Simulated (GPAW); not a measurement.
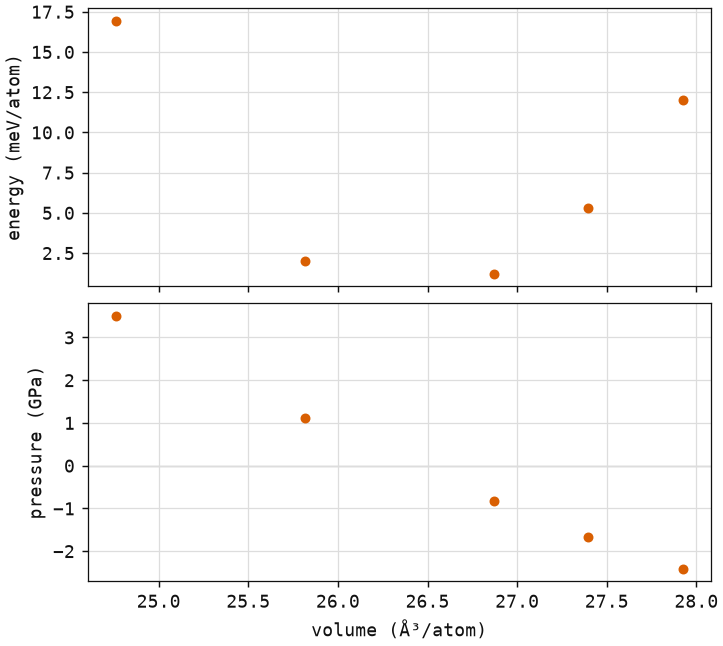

The picture above shows the energy and pressure against volume for Mg₃Sb₂, space group P-3m1 (No. 164).

Cell as given: a = 4.582 Å, b = 4.582 Å, c = 7.244 Å, α = 90.00°, β = 90.00°, γ = 120.00°; 5 atoms.

Computed with GPAW 26.7.0: PAW DFT in plane waves, on a grid or in atomic orbitals, no spin polarisation; energies at scaled volumes of the given cell, shape and fractions fixed, counted from the fit's minimum, third-order Birch-Murnaghan fit. Level: r2SCAN.

```json
{"setting": "k mesh", "value": "5×5×3"}
{"setting": "occupations", "value": "Fermi–Dirac"}
{"setting": "smearing width", "value": "0.05 eV"}
{"setting": "potentials", "value": "GPAW PAW data sets (gpaw data 1.2.1)"}
{"setting": "wave cutoff", "value": "800 eV"}
{"setting": "program settings", "value": "basis pw"}
```

The points at volume 25.29 Å³/atom and 26.34 Å³/atom are left out of the plot. What values does the calculation give there?

```csv
volume (Å³/atom),energy (meV/atom),pressure (GPa)
25.29,7.50,2.25
26.34,0.02,0.09
```

Caveats: shape and atomic fractions are frozen while scaling, which makes layered, chain and framework solids too stiff.
